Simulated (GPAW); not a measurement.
# Near-edge structure at the B K edge of BN (Qingsongite, F-43m), part 2 of 2

Aim: the near-edge shape at the B K edge of BN (Qingsongite, F-43m), and what the core hole does to it.

GPAW 26.7.0; X-ray absorption from dipole matrix elements to empty bands, plane-wave PAW LDA.

So far. Step 2 (Ground state of the crystal): The mesh shows a gap of 4.29 eV, so the hole is first treated in a charged cell, without the excited electron. Step 3 (Spectrum without a core hole, B atom 2): Main maxima below 21 eV (height): 6.5 eV (2.30) and 10.5 eV (1.80). A K edge sees empty p states; a tetrahedral site has σ* states alone, so there is no π* peak.

### Step 5. Spectrum with FCH, B atom 2

The holes are 5.1 Å apart. In GPAW the data set carries the hole's charge, so charge=0 means a charged cell and charge=-1 a neutral one. The excited electron is left out and a uniform background balances the charge. After the field has converged, empty bands are computed with the density fixed and the dipole matrix elements are summed.

File xas.py:

```python
import numpy as np
from ase import Atoms
from ase.parallel import parprint, paropen
from gpaw import GPAW, PW, FermiDirac, Mixer, MixerDif, setup_paths
from gpaw.test import gen
setup_paths.insert(0, '.')
gen('B', name='fch1s', xcname='LDA', corehole=(1, 0, 1), write_xml=True)

atoms = Atoms('N8B8',
    cell=[[0, 3.615, 3.615],
     [3.615, 0, 3.615],
     [3.615, 3.615, 0]],
    scaled_positions=[[0.375, 0.375, 0.375],
     [0.375, 0.375, 0.875],
     [0.375, 0.875, 0.375],
     [0.875, 0.375, 0.375],
     [0.375, 0.875, 0.875],
     [0.875, 0.375, 0.875],
     [0.875, 0.875, 0.375],
     [0.875, 0.875, 0.875],
     [0, 0, 0],
     [0, 0, 0.5],
     [0, 0.5, 0],
     [0.5, 0, 0],
     [0, 0.5, 0.5],
     [0.5, 0, 0.5],
     [0.5, 0.5, 0],
     [0.5, 0.5, 0.5]],
    pbc=True)
atoms.calc = calc = GPAW(legacy_gpaw=True, mode=PW(500), xc='LDA', setups={8: 'fch1s'},
    kpts={'size': (4, 4, 4), 'gamma': True}, occupations=FermiDirac(0.02),
    charge=0, mixer=Mixer(0.1, 5, 50), maxiter=150,
    convergence={'density': 0.0001}, txt='scf.txt')
energy = atoms.get_potential_energy() + calc.get_reference_energy()
ef = calc.get_fermi_level()
out = dict(energy=energy, fermi=ef, forces=atoms.get_forces().tolist())
parprint(f'all-electron energy {energy:.4f} eV, Fermi level {ef:.4f} eV')
ev = np.array([[calc.get_eigenvalues(k, s) for k in range(len(calc.get_ibz_k_points()))] for s in range(calc.get_number_of_spins())])
out['homo'], out['lumo'], out['counts'] = ev[ev < ef].max(), ev[ev > ef].min(), sorted(set((ev < ef).sum((0, 2)).tolist()))
out['filled'] = (ev[:, 0] < ef).sum(1).tolist()

from gpaw.xas import XAS
nb = int(calc.get_number_of_electrons() / 2) + 59
top, nb = nb, nb + 8 + nb // 12
nscf = calc.fixed_density(kpts={'size': (6, 6, 6), 'gamma': True}, nbands=nb,
    convergence={'bands': top, 'eigenstates': 1e-5}, maxiter=60, txt='nscf.txt')
cell = atoms.cell.array
ops = [cell.T @ U.T @ np.linalg.inv(cell.T) for U in nscf.wfs.kd.symmetry.op_scc]
filled = [32]  # bands filled in the ground state, by spin
E = np.arange(-6, 34, 0.1)
fwhm = np.interp(E, [4, 25], [0.9, 3.5])
Y, X, zero, highest = 0, 0, 1e9, 1e9
for spin in range(nscf.get_number_of_spins()):
    xas = XAS(nscf, mode='all', center=8, spin=spin)
    eps = xas.eps_kn
    d = xas.sigma_cmkn  # core-to-band dipole matrix elements, k weights included
    T = np.einsum('amkn,bmkn->abkn', d, d.conj()).real
    T = sum(np.einsum('ai,ijkn,bj->abkn', R, T, R) for R in ops) / len(ops)
    empty = np.ones_like(eps, bool) & (np.arange(nb) >= filled[spin])
    zero, highest = min(zero, eps[empty].min()), min(highest, eps[:, top - 1].min())
    lines = [(eps, T, empty)] if spin == 0 else lines + [(eps, T, empty)]
for eps, T, empty in lines:
    f = np.einsum('aakn->akn', T).reshape(3, -1)
    x = eps.ravel() - zero
    w = np.interp(x, E, fwhm) / 2.35482
    g = np.exp(-0.5 * ((E[:, None] - x) / w) ** 2) / (w * (2 * np.pi) ** 0.5)
    Y = Y + (f * empty.ravel()) @ g.T
    X = X + (f * ~empty.ravel()) @ g.T
out.update(E=E.round(2).tolist(), xas=Y.tolist(), xes=X.tolist(), zero=zero, valid=highest - zero, nk=len(eps), nb=nb)
for i in range(0, len(E), 10):
    parprint(f'{E[i]:7.2f}', *(f'{v:10.3e}' for v in Y[:, i]))
import json
with paropen('out.json', 'w') as f:
    json.dump(out, f)
```

Run with:

```bash
$ OMP_NUM_THREADS=1 python xas.py
```

Numbers of over 12 decimals in the logs are rounded to 6 here.

The log of the run:

```text
Input parameters:
  convergence: {density: 0.0001}
  kpts: {gamma: True,
         size: (4, 4, 4)}
  maxiter: 150
  mixer: {backend: pulay,
          beta: 0.1,
          method: separate,
          nmaxold: 5,
          weight: 50}
  mode: {ecut: 500.0,
         name: pw}
  occupations: {fixmagmom: False,
                name: fermi-dirac,
                width: 0.02}
  setups: {8: fch1s}

Initialize ...

[... PAW data sets ...]

Reference energy: -16863.055914  # eV

Spin-paired calculation

[... convergence settings ...]
Symmetries present (total): 24
  [... symmetry matrices ...]

64 k-points: 4 x 4 x 4 Monkhorst-Pack grid + [1/8,1/8,1/8]
8 k-points in the irreducible part of the Brillouin zone
       k-points in crystal coordinates                weights
   0:     0.00000000    0.00000000    0.00000000          1/64
   1:     0.25000000    0.25000000    0.00000000          6/64
   2:     0.25000000    0.25000000    0.25000000          8/64
   3:     0.50000000    0.25000000   -0.25000000          6/64
   4:     0.50000000    0.25000000    0.25000000         12/64
   5:     0.50000000    0.50000000    0.00000000          3/64
   6:     0.50000000    0.50000000    0.25000000         24/64
   7:     0.50000000    0.50000000    0.50000000          4/64

Wave functions: Plane wave expansion
  Cutoff energy: 500.000 eV
  Number of coefficients (min, max): 2392, 2421
  Pulay-stress correction: 0.000000 eV/Ang^3 (de/decut=0.000000)
  Using FFTW library
  Wavefunction extrapolation:
    Improved wavefunction reuse through dual PAW basis

Occupation numbers: Fermi-Dirac:
  width: 0.0200  # eV

Eigensolver
   Davidson(niter=2)

Densities:
  Coarse grid: 27*27*27 grid
  Fine grid: 54*54*54 grid
  Total Charge: 1.000000

Density mixing:
  Method: separate
  Backend: pulay
  Linear mixing parameter: 0.1
  old densities: 5
  Width of damping distribution: 1.1
  Damping of long wavelength oscillations: 50

[... Hamiltonian set-up ...]
Number of atoms: 16
Number of atomic orbitals: 64
Number of bands in calculation: 43
Number of valence electrons: 64
Bands to converge: occupied

... initialized

Initializing position-dependent things.

Density initialized from atomic densities
Creating initial wave functions:
  43 bands from LCAO basis set

                          N
                     N
                      N
                N        N
                    N
                  B  N
            B  N
             B
        B        B
           B
            B
       B

Atomic positions and initial magnetic moments

Positions:
   0 N      2.711250    2.711250    2.711250    ( 0.0000,  0.0000,  0.0000)
   1 N      4.518750    4.518750    2.711250    ( 0.0000,  0.0000,  0.0000)
   2 N      4.518750    2.711250    4.518750    ( 0.0000,  0.0000,  0.0000)
   3 N      2.711250    4.518750    4.518750    ( 0.0000,  0.0000,  0.0000)
   4 N      6.326250    4.518750    4.518750    ( 0.0000,  0.0000,  0.0000)
   5 N      4.518750    6.326250    4.518750    ( 0.0000,  0.0000,  0.0000)
   6 N      4.518750    4.518750    6.326250    ( 0.0000,  0.0000,  0.0000)
[...]
13 B      1.807500    3.615000    1.807500    ( 0.0000,  0.0000,  0.0000)
  14 B      1.807500    1.807500    3.615000    ( 0.0000,  0.0000,  0.0000)
  15 B      3.615000    3.615000    3.615000    ( 0.0000,  0.0000,  0.0000)

Unit cell:
           periodic     x           y           z      points  spacing
  1. axis:    yes    0.000000    3.615000    3.615000    27     0.1546
  2. axis:    yes    3.615000    0.000000    3.615000    27     0.1546
  3. axis:    yes    3.615000    3.615000    0.000000    27     0.1546

  Lengths:   5.112382   5.112382   5.112382
  Angles:   60.000000  60.000000  60.000000

Effective grid spacing dv^(1/3) = 0.1687

iter:   1  -180.692884
iter:   2  -178.413989   -1.28  -0.79
iter:   3  -174.702740   -0.56  -0.86
iter:   4  -174.391023   -2.04  -1.24
iter:   5  -174.326990   -2.17  -1.49
iter:   6  -174.317292   -2.61  -1.93
iter:   7  -174.314197c  -2.34  -2.08
iter:   8  -174.302630c  -4.17  -2.17
iter:   9  -174.294218c  -2.86  -2.30
iter:  10  -174.292904c  -4.38  -2.76
iter:  11  -174.292898c  -5.06  -3.37
iter:  12  -174.292855c  -5.69  -3.40
iter:  13  -174.292837c  -5.87  -3.55
iter:  14  -174.292832c  -6.32  -3.90
iter:  15  -174.292831c  -7.48c -4.25c

Converged after 15 iterations.

Dipole moment: (14.356422, 14.356422, 14.356422) |e|*Ang

Energy contributions relative to reference atoms: (reference = -16863.055914)

Kinetic:        +70.926635
Potential:      -90.933660
External:        +0.000000
XC:            -153.809369
Entropy (-ST):   -0.000000
Local:           -0.476437
SIC:             +0.000000
--------------------------
Free energy:   -174.292831
Extrapolated:  -174.292831

Showing only first 2 kpts
 Kpt  Band  Eigenvalues  Occupancy
  0    30      9.96348    2.00000
  0    31      9.96357    2.00000
  0    32     13.92672    0.00000
  0    33     13.92672    0.00000

  1    30      8.91560    2.00000
  1    31      8.91565    2.00000
  1    32     14.38494    0.00000
[...]
Fermi level: 10.72481

Gap: 3.963 eV
Transition (v -> c):
  (s=0, k=0, n=31, [0.00, 0.00, 0.00]) -> (s=0, k=0, n=32, [0.00, 0.00, 0.00])
No difference between direct/indirect transitions

Forces in eV/Ang:
  0 N     0.03651    0.03651    0.03651
  1 N    -0.03651   -0.03651    0.03651
  2 N    -0.03651    0.03651   -0.03651
  3 N     0.03651   -0.03651   -0.03651
  4 N     0.81548   -0.81548   -0.81548
  5 N    -0.81548    0.81548   -0.81548
  6 N    -0.81548   -0.81548    0.81548
[...]
13 B     0.00000   -1.41749    0.00000
 14 B     0.00000   -0.00000   -1.41749
 15 B     0.00000   -0.00000   -0.00000
Scalar-relativistic atomic LDA calculation for B (Boron, Z=5)
Core hole in 1s state (1s occupation: 1.0)
300 radial gridpoints.
|------------------------------------------------|
|------------------------------------------------|
[... the atom generator's iteration count ...]

Energy contributions:
-------------------------
Kinetic:      +16.693400
XC:            -2.260601
Potential:    -31.255183
-------------------------
Total:        -16.822384

state      eigenvalue         ekin         rmax
-----------------------------------------------
1s^1.0 :    -8.526766    11.791826        0.204
2s^2.0 :    -0.864526     1.675176        1.279
2p^1.0 :    -0.653666     1.551222        1.105
-----------------------------------------------
(units: Bohr and Hartree)

Generating PAW setup
Kinetic energy of the core from tauc = 11.795725
Cutoffs:
rc(s)=1.200
rc(p)=1.200
rc(d)=1.200
rc(vbar)=1.080
rc(comp)=1.200
rc(nct)=1.200

Kinetic energy of the core states: 11.791826
Charge: 1.0
Core electrons: 1.0
Valence electrons: 3.0
Pseudo-core charge: 0.037612
Shape function alpha=6.944
Pseudo-electron charge 3.041132
state    eigenvalue         norm
--------------------------------
2s(2) :    -0.864526     1.030522
*s    :     0.135474
2p(1) :    -0.653666     0.942475
*p    :     0.346334
*d    :     0.000000
--------------------------------

Diagonalizing with gridspacing h=0.050

state   all-electron     PAW
-------------------------------
2s:      -0.864526    -0.865247
2p:      -0.653666    -0.654690
*d:                   -0.075592
*f:                   -0.015154
-------------------------------
all-electron energy -17037.3487 eV, Fermi level 10.7248 eV
[...]
31.00  8.376e-05  8.376e-05  8.376e-05
  32.00  6.350e-05  6.350e-05  6.350e-05
  33.00  6.030e-05  6.030e-05  6.030e-05
```

The job ended after 4 min (1 thread of Arm Neoverse N1, shared host; peak memory 0.35 GiB).

The B K spectrum, B atom 2, full core hole (charged cell) (energy from the lowest empty level; intensity scaled to a mean of 1 over the first 20 eV):

```tsv
E (eV)	intensity
-2.0	0.00
-0.5	0.02
1.0	1.67
2.5	1.95
4.0	3.47
5.5	1.31
7.0	0.76
8.5	0.60
10.0	0.76
11.5	0.43
13.0	0.25
14.5	0.28
16.0	0.33
17.5	0.36
19.0	0.81
20.5	1.26
```

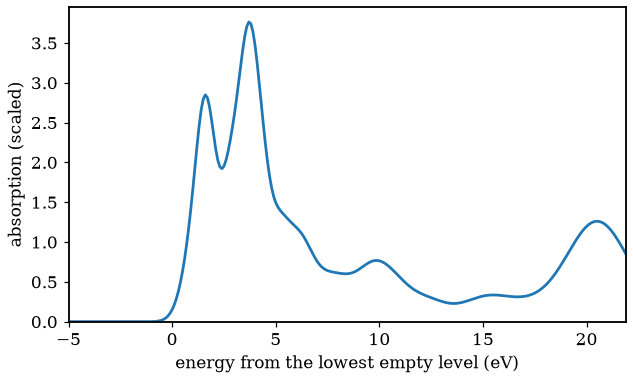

The B K edge, B atom 2, full core hole (charged cell): main maxima at 1.6, 3.7 and 20.5 eV.

Main maxima below 21 eV (height): 1.6 eV (2.85), 3.7 eV (3.76), 9.9 eV (0.77) and 20.5 eV (1.26). 

The hole costs E(hole) − E(ground) = 181.21 eV, and the lowest empty level of the hole cell on the spectrum's mesh lies at 13.93 eV, which puts the zero at 195.14 eV. One term is added: -5.56 eV, since the hole is spin-paired here and a spin-polarised one costs that much less in the free atom (computed apart). The photon energy is then 189.58 eV. The functional and the charged cell's background leave an error in such absolute values: in the free atom LDA prices this hole 2.2 eV below PBE (computed apart), and PBE is itself good to a few eV.

### Step 6. Excitation energy, B atom 2

With the excited electron kept in the cell the system stays neutral, and the energy difference is an excitation energy by itself. In a small cell that electron takes up a good share of the lowest empty band, or all of one, which shifts the value from the true onset.

Changed against the first core-hole run: core hole to XCH, with the smearing that suits a partly filled band.

File scf.py:

```python
import numpy as np
from ase import Atoms
from ase.parallel import parprint, paropen
from gpaw import GPAW, PW, FermiDirac, Mixer, MixerDif, setup_paths
from gpaw.test import gen
setup_paths.insert(0, '.')
gen('B', name='fch1s', xcname='LDA', corehole=(1, 0, 1), write_xml=True)

atoms = Atoms('N8B8',
    cell=[[0, 3.615, 3.615],
     [3.615, 0, 3.615],
     [3.615, 3.615, 0]],
    scaled_positions=[[0.375, 0.375, 0.375],
     [0.375, 0.375, 0.875],
     [0.375, 0.875, 0.375],
     [0.875, 0.375, 0.375],
     [0.375, 0.875, 0.875],
     [0.875, 0.375, 0.875],
     [0.875, 0.875, 0.375],
     [0.875, 0.875, 0.875],
     [0, 0, 0],
     [0, 0, 0.5],
     [0, 0.5, 0],
     [0.5, 0, 0],
     [0, 0.5, 0.5],
     [0.5, 0, 0.5],
     [0.5, 0.5, 0],
     [0.5, 0.5, 0.5]],
    pbc=True)
atoms.calc = calc = GPAW(legacy_gpaw=True, mode=PW(500), xc='LDA', setups={8: 'fch1s'},
    kpts={'size': (4, 4, 4), 'gamma': True}, occupations=FermiDirac(0.04),
    charge=-1, mixer=Mixer(0.1, 5, 50), maxiter=150,
    convergence={'density': 0.0001}, txt='scf.txt')
energy = atoms.get_potential_energy() + calc.get_reference_energy()
ef = calc.get_fermi_level()
out = dict(energy=energy, fermi=ef, forces=atoms.get_forces().tolist())
parprint(f'all-electron energy {energy:.4f} eV, Fermi level {ef:.4f} eV')
ev = np.array([[calc.get_eigenvalues(k, s) for k in range(len(calc.get_ibz_k_points()))] for s in range(calc.get_number_of_spins())])
out['homo'], out['lumo'], out['counts'] = ev[ev < ef].max(), ev[ev > ef].min(), sorted(set((ev < ef).sum((0, 2)).tolist()))
out['filled'] = (ev[:, 0] < ef).sum(1).tolist()
import json
with paropen('out.json', 'w') as f:
    json.dump(out, f)
```

Run with:

```bash
$ OMP_NUM_THREADS=1 python scf.py
```

The log of the run:

```text
Input parameters:
  charge: -1
  convergence: {density: 0.0001}
  kpts: {gamma: True,
         size: (4, 4, 4)}
  maxiter: 150
  mixer: {backend: pulay,
          beta: 0.1,
          method: separate,
          nmaxold: 5,
          weight: 50}
  mode: {ecut: 500.0,
         name: pw}
  occupations: {fixmagmom: False,
                name: fermi-dirac,
                width: 0.04}
  setups: {8: fch1s}

Initialize ...

[...]
2s(2) :    -0.864526     1.030522
*s    :     0.135474
2p(1) :    -0.653666     0.942475
*p    :     0.346334
*d    :     0.000000
--------------------------------

Diagonalizing with gridspacing h=0.050

state   all-electron     PAW
-------------------------------
2s:      -0.864526    -0.865247
2p:      -0.653666    -0.654690
*d:                   -0.075592
*f:                   -0.015154
-------------------------------
all-electron energy -17022.6168 eV, Fermi level 15.0990 eV
[key lines of the parts left out:]
Converged after 14 iterations.
Dipole moment: (14.381248, 14.381248, 14.381248) |e|*Ang
Free energy:   -159.565024
Fermi level: 15.09902
```

Run time: 57 s. Hardware: 1 thread; peak memory 0.24 GiB.

The total-energy difference is 195.94 eV. With the free-atom term of -5.56 eV for this edge, the photon energy is 190.38 eV.

### Step 7. With and without the hole

Both curves are counted from their own zero, so only the shift of weight within the empty states shows.

```tsv
E (eV)	no hole	FCH
-2.0	0.00	0.00
-1.0	0.00	0.00
0.0	0.03	0.15
1.0	0.13	1.67
2.0	0.28	2.35
3.0	0.53	2.60
4.0	1.06	3.47
5.0	1.66	1.49
6.0	2.07	1.18
7.0	2.16	0.76
8.0	1.84	0.61
9.0	1.41	0.65
10.0	1.68	0.76
11.0	1.72	0.55
12.0	1.44	0.35
13.0	0.85	0.25
14.0	0.49	0.24
15.0	0.50	0.32
16.0	0.44	0.33
17.0	0.33	0.32
18.0	0.31	0.45
19.0	0.53	0.81
20.0	1.14	1.20
21.0	1.91	1.20
```

With each curve scaled to its own mean, the area from −2 to 6 eV with the hole is 12.4 against 4.6, and the centre of weight from −1 to 20 eV moves by -2.7 eV: the hole pulls the absorber's empty states down.

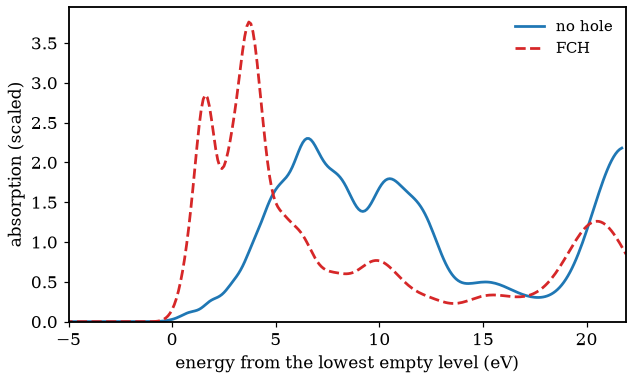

The B K edge with and without the core hole, each from its own zero; the highest intensity below 16 eV lies at 3.7 eV with the hole.

### Step 8. Outcome

* absorber and edge: B K, atom 2 of the ground-state input (counted from 1)
* surroundings: 4 N at 1.57 Å (tetrahedral, site symmetry -43m)
* highest intensity below 16 eV: 3.7 eV above the zero, height 3.76
* photon energy of the zero, with the added terms: 189.6 eV (raw 195.1 eV; LDA puts this hole about 2 eV below PBE, itself good to a few eV)

What this shows: The B K edge of atom 2, with 4 N at 1.57 Å (tetrahedral, site symmetry -43m), has its highest intensity of the first 16 eV at 3.7 eV above the zero, near 193 eV in photon energy (LDA puts this hole about 2 eV below PBE, itself good to a few eV), 3.8 times the mean level of the first 20 eV (Gaussian full width 0.9 eV up to 4 eV, rising linearly to 3.5 eV at 25 eV). With each curve scaled to its own mean, the area from −2 to 6 eV with the hole is 12.4 against 4.6, and the centre of weight from −1 to 20 eV moves by -2.7 eV: the hole pulls the absorber's empty states down. The neutral-cell energy lies +0.8 eV from the charged-cell zero, a gap made of the charged-cell error and of where the added electron settles. The holes are only 5.1 Å apart, so the shape is probably not converged with cell size; no larger cell was run here. The mesh is coarse (0.25 Å⁻¹ between points), so small maxima may be mesh ripples. Lifetime broadening is put in by hand, and intensities beyond about 20 eV depend on it and on the partial waves. The structure is a published determination, not relaxed.

[Banner, clock and machine lines of the logs are left out without a mark of their own.]

[Logs are printed without paths, hosts, clocks, repeated set-up lines and the standing remarks that a program may print on its own settings, such as how far it seeks lower states.]

[Hosts, paths, dates, database ids (printed as entryN), source tags and the programs' standing remarks are cut or masked in the printed files.]

[Lists of maxima count a maximum above −3 eV only where it reaches 4 % of the highest in the window and stands out from its surroundings by 2 % of it (1.5 % where it reaches 55 %); shoulders and weaker maxima are passed over, and of the rest the first, up to two pre-edge ones and the few strongest are named.]
